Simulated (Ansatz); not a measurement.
# Geometry relaxation of TiSi63 (part 2 of 3)

Continued. System: TiSi63 (defect cell, 64 atoms in the cell). Method: DFT PBE, scalar-relativistic, plane waves, PAW, spin-polarised (Ansatz 0.2.0); cutoff 420 eV, 1×1×1 k-mesh, Gaussian smearing of 0.05 eV, collinear spins. The structure derives from a Materials Project entry.

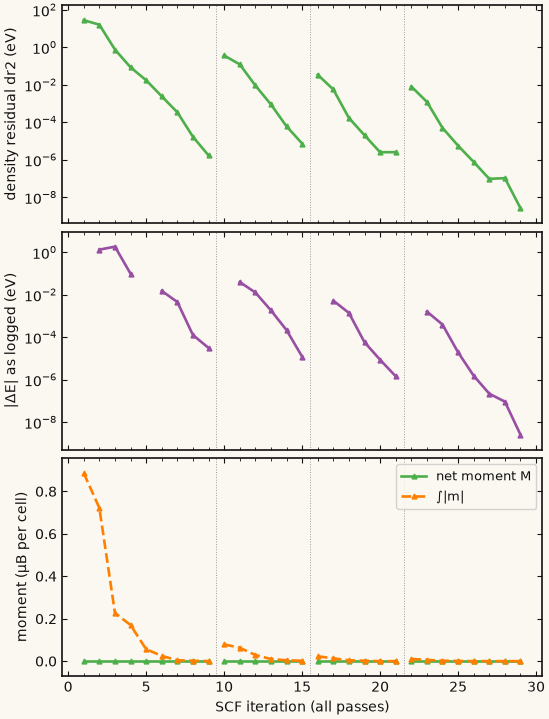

*Convergence of the self-consistent field: density residual dr2, size of the energy change and magnetic moment against the SCF iteration. The dotted lines part the SCF passes of the relaxation: geometry steps, rejected trials and re-solves on a re-selected basis.*

The passes take 9, 6, 6 and 8 iterations. The net moment stays at 0.0 μB per cell, and ∫|m| falls to zero.

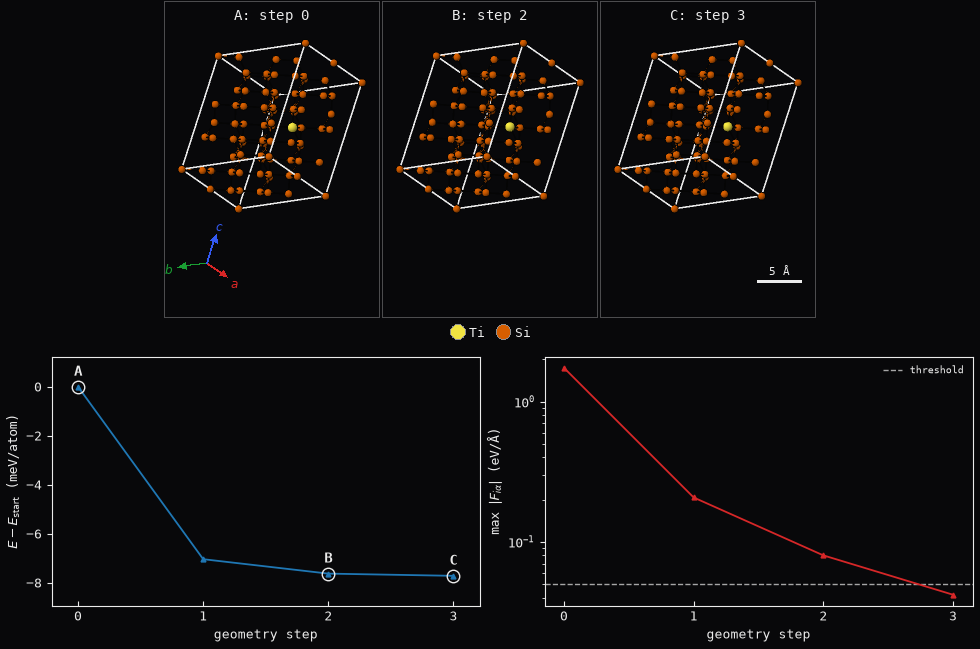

*Frames of the relaxation (ball-and-stick view of the cell of the calculation (origin shifted), seen at an oblique angle) above the curves, on which the letters mark them (the first geometry is step 0 here and step 1 in the log).*

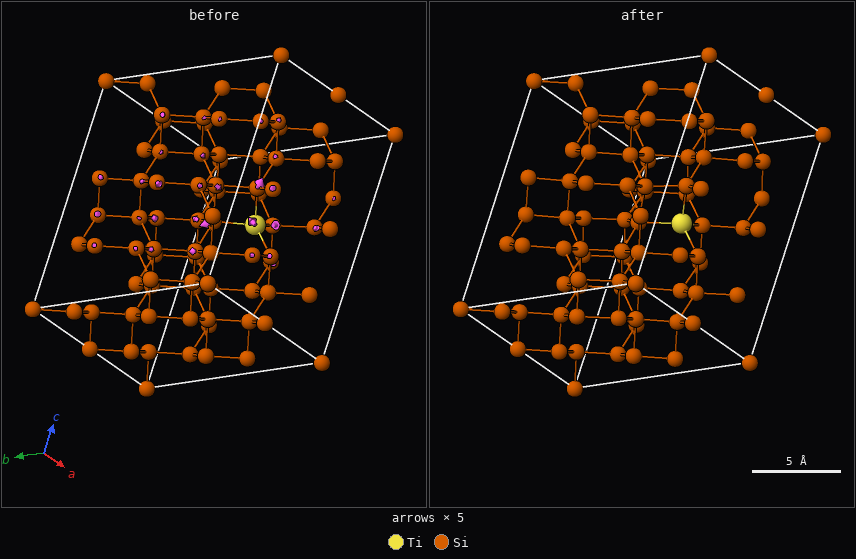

*Before (left) and after (right) the relaxation, at one scale (ball-and-stick view of the cell of the calculation (origin shifted), seen at an oblique angle). The pink arrows give the displacements, magnified 5 times.*

The atom that moves furthest is Si33 (0.18 Å). By element the largest moves are Si 0.18 Å, Ti 0.15 Å. The lattice vectors keep their values. Distances before and after: Ti1–Si28 2.367 → 2.508 Å, Ti1–Si55 2.374 → 2.499 Å, Ti1–Si21 2.390 → 2.501 Å, Ti1–Si33 2.395 → 2.480 Å. Among the angles that change: Si33–Si32–Si55 90.3° → 101.6°, Ti1–Si33–Si32 90.2° → 81.9°, Si36–Si55–Si48 109.4° → 115.8°. The energy falls by 7.7 meV per atom in 3 geometry steps. The largest force component goes from 1.7 to 0.042 eV/Å. (Atoms are counted from 1 in the order of the input.)

```
SCF converged after 8 iterations
Magnetization: 0.0000 μB (132.0000 up, 132.0000 down)
Absolute magnetization: 0.0000 μB (∫|ρ↑−ρ↓|, with the PAW one-centre terms)
Spin contamination: 0.0000 ħ² per cell (⟨S²⟩ above its minimum at these occupations)
Per-site moments (μB) at R_I (Å): [(-1.006734763321059e-6, 1.0227962107429276), (-5.435367836589044e-10, 0.9608263195832861), (3.1602536649981986e-9, 0.9548553021431757), (1.1039767434723752e-8, 0.9604366491663523), (1.3944172862446357e-8, 0.9670990399501586), (1.3589988842398475e-8, 0.9581382510494082), (8.94646120630717e-9, 0.9592071128373028), (-6.1209554923931145e-9, 0.9584039207996174), (-6.368373238567983e-8, 0.9528591589568085), (-8.798852324645169e-9, 0.9601406066770717), (-1.2065585673564987e-9, 0.9568690980470522), (-1.5500909724545947e-9, 0.9554649869500744), (8.59989488955563e-8, 0.9602668228417859), (-8.275658157066285e-9, 0.9588390816165726), (1.3874430889967724e-8, 0.9624406367573387), (-2.245898662056697e-9, 0.9616493298811523), (2.802890517278149e-8, 0.9548553021431757), (3.790683028053506e-9, 0.9581382510494082), (-5.0945655269505435e-9, 0.9592071128373028), (-9.313341496874343e-9, 0.9584039207996174), (1.687329532081759e-7, 0.9528591589568085), (-1.8570961824600842e-9, 0.9601406066770717), (-1.2351586493665579e-8, 0.9568690980470522), (1.2445575724384458e-9, 0.9554649869500744), (1.5843177710599724e-8, 0.9602668228417859), (4.341488289302621e-11, 0.9588390816165726), (3.213133994922115e-8, 0.9624406367573387), (-4.630377246645908e-9, 0.9709792655995211), (5.302853514940538e-9, 0.9608263195832861), (3.277989933785153e-8, 0.9616493298811523), (-4.091037422717191e-9, 0.9604366491663523), (-3.189202521203276e-8, 0.9670990399501586), (1.2004664701250015e-7, 0.9512059555565039), (1.3364083165119525e-8, 0.9621459167595727), (4.374144475749859e-10, 0.9639662770423365), (-2.3988872321655054e-8, 0.9572802619333087), (-8.405315398941238e-9, 0.9659037041937091), (-1.1397539332426752e-9, 0.9616460839842704), (5.917131549295305e-9, 0.963867952061693), (1.0856793273656817e-8, 0.9623568260909386), (5.712747511473092e-9, 0.9640949867921422), (1.612899069958236e-8, 0.9635489756057755), (3.742617508657633e-8, 0.9615904084787308), (-1.022608795045826e-8, 0.9626080065888015), (2.203144875550494e-9, 0.9636916352557651), (-3.447047962894926e-9, 0.9616692553793231), (2.3505054524293233e-8, 0.9618417072557225), (1.8832021238019623e-8, 0.9542081828464265), (-2.0723232789760958e-8, 0.9640370866238128), (1.2570073675009923e-9, 0.9623568260909386), (1.4115093782123628e-9, 0.9640949867921422), (-2.8179369420250333e-8, 0.95362684103993), (2.710890220333777e-9, 0.9678254414658934), (1.6904799941858326e-8, 0.9636916352557651), (3.7375130356020604e-8, 0.9542081828464265), (-7.566930289215805e-10, 0.9616692553793231), (-1.4897941241896496e-9, 0.9616460839842704), (6.934301147283944e-8, 0.9618417072557225), (-5.425472148676815e-9, 0.9626574522541891), (-1.3676776482604038e-8, 0.9621459167595727), (-2.310404561477391e-9, 0.9639662770423365), (-2.3423274760080678e-9, 0.9626080065888015), (1.3100993249629185e-8, 0.9615904084787308), (-5.318389215793706e-9, 0.9512059555565039)]
Free energy (F): -42546.244131 eV
Harris-Foulkes:  -42546.244131 eV  (|F-HF|=1.60e-9)
Internal energy: -42546.244131 eV  (E = F + TS)
E sigma→0 (E₀):  -42546.244131 eV
Fermi energy:    5.885127 eV
--- Per-component energies (eV) ---
  E_band       = -74.559001
  E_kinetic    = 2813.419531
  E_local      = -3823.156326  (includes V_loc(G=0)·N_el)
  E_nonlocal   = 1648.180861
  E_hartree    = 1337.287497
  E_xc         = -3569.947701
  E_vxc        = -3060.149184  (∫ρ·V_xc dr)
  E_paw        = -33353.387733  (= ΣΔE_a)
  E_vpaw       = -327.428142  (= ΣTr[D̂ρ^β])
  E_aug_tail   = 0.000518  (compensation charges beyond the density's cutoff)
  E_ewald      = -7598.640779
  E_smearing   = -0.000000  (= −TS)
  E_closure    = -0.000000  (closes the sum)
  Σ components = -42546.244131   (vs F -42546.244131, Δ=0.00e0)
--- Forces (eV/Å), atoms counted from 1 ---
  atom   1  Ti    -0.01449659    -0.02538032     0.01044992
  atom   2  Si    -0.00891781    -0.00784047     0.00225026
  atom   3  Si    -0.00180326     0.00184443     0.00837834
  atom   4  Si    -0.00512820    -0.00639452     0.00324617
  atom   5  Si    -0.00427949    -0.00523432    -0.00140546
  atom   6  Si    -0.00026619    -0.00227098     0.00343715
  atom   7  Si    -0.00405930     0.00060687     0.00468090
  atom   8  Si     0.00139636     0.00403279     0.00933393
  atom   9  Si    -0.00992822    -0.01147535     0.01044071
  atom  10  Si     0.00465056     0.00080987     0.01015884
  atom  11  Si    -0.00200498    -0.00251907     0.00997415
  atom  12  Si     0.00305592     0.00537200     0.01952562
  atom  13  Si    -0.00048885    -0.00153147     0.00066367
  atom  14  Si    -0.00238453     0.00222689     0.01264941
  atom  15  Si     0.00296939    -0.00712067     0.01140259
  atom  16  Si    -0.00230417     0.00576616     0.00495311
  atom  17  Si    -0.00096009     0.00116252    -0.00464473
  atom  18  Si     0.00374096    -0.00294913    -0.00133839
  atom  19  Si    -0.00056660     0.00401925    -0.00221281
  atom  20  Si     0.00193014     0.00133514    -0.00686891
  atom  21  Si     0.00513741     0.01601195    -0.03821139
  atom  22  Si     0.00124783     0.00363319    -0.01490872
  atom  23  Si     0.00384576    -0.00166394    -0.01079454
  atom  24  Si     0.00047191    -0.00013819    -0.00786173
  atom  25  Si     0.00606337     0.00625018    -0.00109802
  atom  26  Si    -0.00187199     0.00112757    -0.00927189
  atom  27  Si    -0.00215729    -0.00142567    -0.00165825
  atom  28  Si    -0.00361584    -0.00493265     0.01869189
  atom  29  Si    -0.00252325    -0.00112082    -0.00434010
  atom  30  Si     0.00351983     0.00089385    -0.01285785
  atom  31  Si     0.00641113     0.00645019    -0.00571006
  atom  32  Si    -0.00802375    -0.00873516    -0.00619753
  atom  33  Si     0.02443587    -0.00180315     0.01002524
  atom  34  Si     0.00999251     0.00403599     0.00627760
  atom  35  Si    -0.00208596    -0.00523376     0.00428010
  atom  36  Si     0.00284645    -0.01265940     0.01011322
  atom  37  Si     0.01254134     0.00635901    -0.00289961
  atom  38  Si     0.00475206     0.00390000     0.00048839
  atom  39  Si     0.00399402     0.00454875     0.00402031
  atom  40  Si     0.00009514    -0.00252624    -0.00094855
  atom  41  Si    -0.00260156    -0.00290271    -0.00385228
  atom  42  Si    -0.00464478    -0.00643490     0.00044162
  atom  43  Si    -0.00402901    -0.00517623    -0.00407879
  atom  44  Si    -0.00815245    -0.00547075     0.00725824
  atom  45  Si     0.00358026     0.00125423    -0.00166820
  atom  46  Si    -0.00413741    -0.00115996    -0.00277283
  atom  47  Si    -0.00167606     0.00563645     0.00379589
  atom  48  Si     0.00452426    -0.01220342    -0.00976816
  atom  49  Si     0.00562950     0.01040715     0.00673433
  atom  50  Si    -0.00407815    -0.00229711    -0.00267909
  atom  51  Si     0.00241321     0.00397611     0.00013036
  atom  52  Si    -0.00928369    -0.00403272    -0.00127898
  atom  53  Si     0.00174623     0.01237907    -0.00555699
  atom  54  Si    -0.00567617    -0.00369683    -0.00257538
  atom  55  Si    -0.00586158     0.04198893     0.00113775
  atom  56  Si     0.00048016     0.00162822    -0.00229327
  atom  57  Si    -0.00285347     0.00288781    -0.00207255
  atom  58  Si     0.01112926    -0.00088750    -0.00053382
  atom  59  Si    -0.00151755    -0.00452525    -0.00527213
  atom  60  Si    -0.00679423    -0.00691462     0.00401640
  atom  61  Si     0.00866742     0.00514511    -0.00687441
  atom  62  Si     0.00562832     0.00267100    -0.00442880
  atom  63  Si     0.00219761    -0.00019771     0.00199807
  atom  64  Si    -0.00990982     0.00049721    -0.01202969
  max |Σ_I F_I| component: 1.19e-5 eV/Å
--- Relaxed structure (4 steps of the walk, 4 accepted, 0 SCFs on fresh bases) ---
  F+E_penalty+E_count = -42546.24413106 eV   max|allowed force component| = 4.199e-2 eV/Å
  atoms:
    - { symbol: Ti, position: [0.13360412699654345, 0.967275516583755, 0.9613933324181587] }
    - { symbol: Si, position: [0.38244765322134927, 0.7045035568160978, 0.7043660358609024] }
    - { symbol: Si, position: [0.1337522522059596, 0.7085313755071947, 0.20570951417199793] }
    - { symbol: Si, position: [0.6327228774091936, 0.4543762629583922, 0.45516684352012143] }
    - { symbol: Si, position: [0.8868959809036732, 0.20140701118855062, 0.20200312173382534] }
    - { symbol: Si, position: [0.38027727636400677, 0.45233026209248894, 0.9549597796372569] }
    - { symbol: Si, position: [0.630491585506362, 0.20546567421978745, 0.7032342972687211] }
    - { symbol: Si, position: [0.13266763365852902, 0.45433573238199143, 0.454173549325681] }
    - { symbol: Si, position: [0.3870757186907645, 0.20620272696540076, 0.20528087793239586] }
    - { symbol: Si, position: [0.13186989652385706, 0.20270899308320717, 0.7048870273343768] }
    - { symbol: Si, position: [0.8820205364292611, 0.953195183465277, 0.4565176283346759] }
    - { symbol: Si, position: [0.639699066970163, 0.9533694304467386, 0.9546528611676354] }
    - { symbol: Si, position: [0.8798478161725857, 0.7031929552126513, 0.7037253168456048] }
    - { symbol: Si, position: [0.3838223987335666, 0.955674440204783, 0.45361295325796636] }
    - { symbol: Si, position: [0.6342955257094757, 0.7015746525291232, 0.20513046736181176] }
    - { symbol: Si, position: [0.8865433937683821, 0.4577968780958691, 0.9541248249492806] }
    - { symbol: Si, position: [0.11967564181776358, 0.5544292387287574, 0.04608617668508094] }
    - { symbol: Si, position: [0.3641753675951914, 0.2920438448677244, 0.7966035148799964] }
    - { symbol: Si, position: [0.6161731970398712, 0.04647062815427605, 0.5444969499263519] }
    - { symbol: Si, position: [0.11813208806918193, 0.2961319384648121, 0.2952497811259016] }
    - { symbol: Si, position: [0.38342986658504735, 0.0502103823184607, 0.049399860313678864] }
    - { symbol: Si, position: [0.11594860710799154, 0.044305950681643336, 0.5453410326701593] }
    - { symbol: Si, position: [0.8655042309933447, 0.7929034274904081, 0.29836560938123] }
    - { symbol: Si, position: [0.6149884970955584, 0.7939630903007833, 0.7948181483847672] }
    - { symbol: Si, position: [0.8652516556084631, 0.5442179340657393, 0.5446736607658991] }
    - { symbol: Si, position: [0.3674622318435857, 0.796460439088821, 0.29459706081261383] }
    - { symbol: Si, position: [0.6120939465380602, 0.5390141532028327, 0.0454419005043237] }
    - { symbol: Si, position: [0.11399504272481253, 0.7914868360323222, 0.7910758432822229] }
    - { symbol: Si, position: [0.36493096496649086, 0.5449983617500259, 0.5447636532083765] }
    - { symbol: Si, position: [0.8637147262711248, 0.2996484324460933, 0.7927472884452368] }
    - { symbol: Si, position: [0.621066216642423, 0.29621542296534553, 0.2964190055102135] }
    - { symbol: Si, position: [0.8733626592492713, 0.041436995731028825, 0.04202860680500284] }
    - { symbol: Si, position: [0.03943885144728643, 0.1500985094946819, 0.953288730404413] }
    - { symbol: Si, position: [0.2945781129098624, 0.8831676273411466, 0.7033104031512505] }
    - { symbol: Si, position: [0.5439407734295231, 0.6338367326955575, 0.4551902136223012] }
    - { symbol: Si, position: [0.04194059036771733, 0.8860557852809067, 0.20922987884542404] }
    - { symbol: Si, position: [0.29748540060276996, 0.6356980338335612, 0.9542832832447425] }
    - { symbol: Si, position: [0.044448879897544535, 0.6337716822764016, 0.4550257373637073] }
    - { symbol: Si, position: [0.7979942746618225, 0.381657783398347, 0.20411238808001017] }
    - { symbol: Si, position: [0.5395779323777501, 0.3831511734662009, 0.7051415558907315] }
    - { symbol: Si, position: [0.7955960603997962, 0.13337547668415833, 0.4544532112905933] }
    - { symbol: Si, position: [0.2954843250158238, 0.3841814506632598, 0.2049312824800738] }
    - { symbol: Si, position: [0.5540148056350458, 0.13396107207050933, 0.954507050201119] }
    - { symbol: Si, position: [0.04532747175080043, 0.38328155645873496, 0.703914540522937] }
    - { symbol: Si, position: [0.29339156501678676, 0.13405674749428972, 0.4548148996221441] }
    - { symbol: Si, position: [0.7923543333595064, 0.8837932781938699, 0.7052727961191889] }
    - { symbol: Si, position: [0.5479113024393404, 0.8824944916933422, 0.20519317721370905] }
    - { symbol: Si, position: [0.7869072858193173, 0.6293099520565647, 0.9542639116803502] }
    - { symbol: Si, position: [0.20446540398313223, 0.614686898985868, 0.793868734189544] }
    - { symbol: Si, position: [0.45335243435917083, 0.36569318769536674, 0.5447649770150421] }
    - { symbol: Si, position: [0.7088959736227709, 0.11464813187404588, 0.2935091766428519] }
    - { symbol: Si, position: [0.20297953834449226, 0.37360307592062325, 0.047940875488413706] }
    - { symbol: Si, position: [0.45581041927183086, 0.11416948767211466, 0.7952897710098421] }
    - { symbol: Si, position: [0.20640249584160786, 0.11696657719462081, 0.2944758735130118] }
    - { symbol: Si, position: [0.9456595375601162, 0.8555534468802724, 0.04867233191627618] }
    - { symbol: Si, position: [0.7025449842697635, 0.865948659774746, 0.5457522387345275] }
    - { symbol: Si, position: [0.9565047989748952, 0.6142937366915993, 0.2946029708261715] }
    - { symbol: Si, position: [0.4629281373874366, 0.8653656274025917, 0.04472304216265249] }
    - { symbol: Si, position: [0.7022932869237084, 0.6138887095004933, 0.7940529736241593] }
    - { symbol: Si, position: [0.2058760345385522, 0.8655192954417217, 0.543494133074382] }
    - { symbol: Si, position: [0.45482985412498084, 0.6161445282794948, 0.29512586898969617] }
    - { symbol: Si, position: [0.955428081106247, 0.36537456420324327, 0.5442258706992842] }
    - { symbol: Si, position: [0.7105232834474847, 0.3657592534798531, 0.044198294030778684] }
    - { symbol: Si, position: [0.9484499250012619, 0.11813694826143328, 0.7922101064292026] }
--- Löwdin populations: 64 sites ---
  site symbol       q [e]    m [muB]
     0     Ti     11.2088    -0.0000
     1     Si      3.9419     0.0000
     2     Si      3.9566     0.0000
     3     Si      3.9606    -0.0000
     4     Si      3.9485     0.0000
     5     Si      3.9621     0.0000
     6     Si      3.9601     0.0000
     7     Si      3.9559     0.0000
     8     Si      3.9508    -0.0000
     9     Si      3.9579    -0.0000
    10     Si      3.9548    -0.0000
    11     Si      3.9323    -0.0000
    12     Si      3.9384     0.0000
    13     Si      3.9543    -0.0000
    14     Si      3.9533     0.0000
    15     Si      3.9544    -0.0000
    16     Si      3.9484     0.0000
    17     Si      3.9511    -0.0000
    18     Si      3.9546    -0.0000
    19     Si      3.9580    -0.0000
    20     Si      4.2056     0.0000
    21     Si      3.9555     0.0000
    22     Si      3.9557    -0.0000
    23     Si      3.9653     0.0000
    24     Si      3.9541     0.0000
    25     Si      3.9556     0.0000
    26     Si      3.9591     0.0000
    27     Si      4.1954    -0.0000
    28     Si      3.9595     0.0000
    29     Si      3.9623     0.0000
    30     Si      3.9522    -0.0000
    31     Si      3.9707    -0.0000
    32     Si      4.1907     0.0000
    33     Si      3.9435     0.0000
    34     Si      3.9610    -0.0000
    35     Si      3.9536    -0.0000
    36     Si      3.9651    -0.0000
    37     Si      3.9624     0.0000
    38     Si      3.9551     0.0000
    39     Si      3.9654     0.0000
    40     Si      3.9619     0.0000
    41     Si      3.9579     0.0000
    42     Si      3.9437     0.0000
    43     Si      3.9562    -0.0000
    44     Si      3.9592     0.0000
    45     Si      3.9565    -0.0000
    46     Si      3.9566     0.0000
    47     Si      3.9381     0.0000
    48     Si      3.9464    -0.0000
    49     Si      3.9596     0.0000
    50     Si      3.9582    -0.0000
    51     Si      3.9561    -0.0000
    52     Si      3.9661     0.0000
    53     Si      3.9590     0.0000
    54     Si      4.1897     0.0000
    55     Si      3.9655     0.0000
    56     Si      3.9581     0.0000
    57     Si      3.9460     0.0000
    58     Si      3.9564    -0.0000
    59     Si      3.9610    -0.0000
    60     Si      3.9572    -0.0000
    61     Si      3.9599    -0.0000
    62     Si      3.9545     0.0000
    63     Si      3.9436    -0.0000
  spilling = 0.010005 (of n_electrons = 264.000000)
settings of this run that can trade accuracy for cost: output.eigenvalues: false. Do not mix this run's numbers with those of runs without the same settings; the input reference describes each key
```
